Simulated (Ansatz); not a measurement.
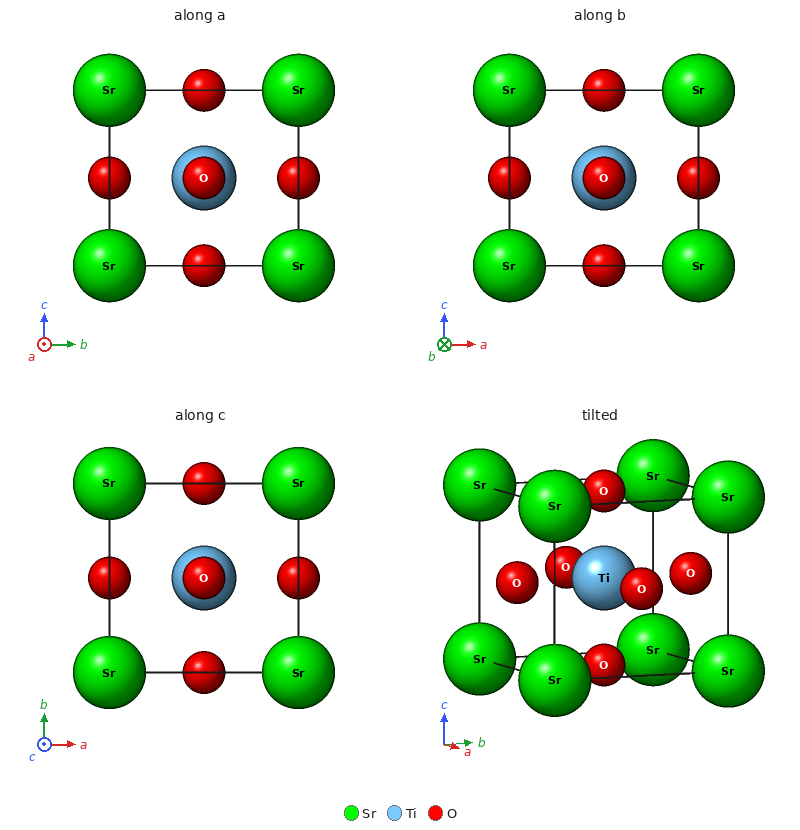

View along the a axis, along the b axis, along the c axis and slightly off an axis, drawn as a spheres-only model. The conventional unit cell is outlined; an atom on or near a face, edge or corner is repeated at each equivalent position.

Lattice parameters: a = 4.1022 Å, b = 4.1022 Å, c = 3.8050 Å, α = 90.000°, β = 90.000°, γ = 90.000°.

### Record the structure as a CIF with its space group and independent sites.

```cif
data_structure
_symmetry_space_group_name_H-M 'P 4/m m m'
_symmetry_Int_Tables_number 123
_cell_length_a 4.1022
_cell_length_b 4.1022
_cell_length_c 3.8050
_cell_angle_alpha 90.000
_cell_angle_beta 90.000
_cell_angle_gamma 90.000
_cell_volume 64.03
loop_
_atom_site_label
_atom_site_type_symbol
_atom_site_symmetry_multiplicity
_atom_site_Wyckoff_symbol
_atom_site_fract_x
_atom_site_fract_y
_atom_site_fract_z
_atom_site_occupancy
Sr1 Sr 1 a 0.0000 0.0000 0.0000 1
Ti1 Ti 1 d 0.5000 0.5000 0.5000 1
O1 O 1 c 0.5000 0.5000 0.0000 1
O2 O 2 e 0.5000 0.0000 0.5000 1
```

The cell started as a structure type filled with these elements by a generator (whether the compound takes this form wasn't checked). The cell was then strained or its atoms displaced on purpose. A calculation with Ansatz used it as input.

At this level of theory the cell isn't at rest (stretched, at -6 GPa), so its distances can differ from those at equilibrium, the more so the softer the solid.
